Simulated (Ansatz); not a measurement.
# Ir4O (slab): what the fields show

The calculation's input:

```
crystal:
  lattice:
    - [2.7367600872, 0.0, 0.0]
    - [0.0, 3.8703632323, 0.0]
    - [0.0, 0.0, 19.459943373]
  atoms:
    - { symbol: Ir, position: [0.5, 0.5, 0.205550444] }
    - { symbol: Ir, position: [0.0, 0.0, 0.2758682254] }
    - { symbol: Ir, position: [0.5, 0.5, 0.3454282605] }
    - { symbol: Ir, position: [0.0, 0.0, 0.4090424736] }
    - { symbol: O, position: [0.3333333333, 0.0, 0.4868559095] }
basis:
  ecutwfc: 420
kpoints:
  mp_grid: { grid: [10, 7, 1] }
hamiltonian:
  xc: pbe
  pseudopotentials: { kind: paw, azcp: { folder: soft_1 } }
scf:
  occupations: { method: gaussian, width: 0.1 }
output:
  forces: true
  eigenvalues: true
  write_density: true
  write_potential: true
  elf: true
  volumetric_format: npy
relax:
  adjacent_minimum: "off"
  f_tol: 0.025
  max_steps: 16
  constraints: [{ sites: [0, 1, 2, 3] }, { sites: [4], fix: xy }]
efield:
  axis: 3
  dipole_correction: true
  ramp_width: 0.04
```

Launched as:

```sh
ansatz run input.yaml --threads 2 --pin off --max-ram 6144MiB --backend cpu --events-out ev --progress --plain --runs-dir out
```

The fields are those of the run's last geometry, not of the input's.

A point of a scan over the structure, not its minimum; not relaxed (largest force 1.9 eV/Å); computed without spin polarisation; PAW files of the earlier set (soft_1).

Theory: Ansatz, DFT PBE, scalar-relativistic, plane waves, PAW.

Core electrons are frozen (PAW), and the valence fields are smoothed inside the atomic spheres.

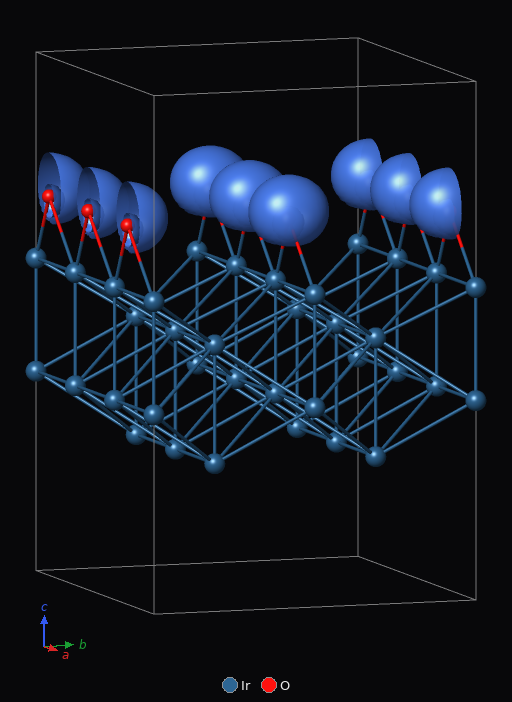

Figure 1. Isosurface of the electron localisation function at 0.7 (blue), seen slightly off an axis. Only the valence region is drawn (cores and ρ < 0.01 e/Å³ removed). Sticks mark near contacts.

### Identify the bonds, lone pairs and shells in this picture.

The surface consists of one region wrapped around O (its valence shell), counted in one cell of 5 atoms. Counts are for one cell; the picture repeats the cell along the surface.


Ir–O (1.77 Å): the ELF peaks at about 0.75 in the valence shell of O, 0.5 Å from its nucleus, and is about 0.35 at the midpoint. Ir–Ir (2.59 Å): the ELF is about 0.40 at the midpoint.

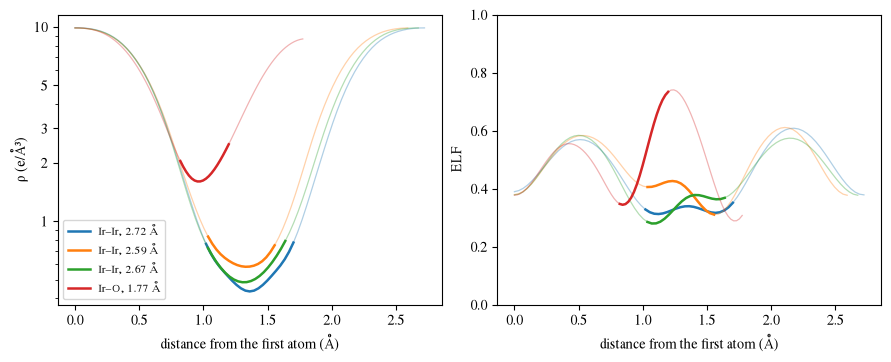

Figure 2. Valence charge density (pseudo) and ELF along straight lines between neighbouring atoms. Thin, pale parts lie inside the atomic spheres.

### What can be read from the curves?

Ir–Ir (2.72 Å): ρ at the midpoint is about 0.43 e/Å³; the ELF is about 0.35 at the midpoint.
Ir–Ir (2.59 Å): ρ at the midpoint is about 0.59 e/Å³; the ELF is about 0.40 at the midpoint.
Ir–Ir (2.67 Å): ρ is about 0.49 e/Å³ halfway; the ELF is about 0.35 at the midpoint.
Ir–O (1.77 Å): ρ is about 1.7 e/Å³ halfway; the ELF peaks at about 0.75 in the valence shell of O, 0.5 Å from its nucleus, and is about 0.35 at the midpoint.

### Metal or insulator at this level of theory?

It is metallic or semimetallic at this level of theory: no gap opens.
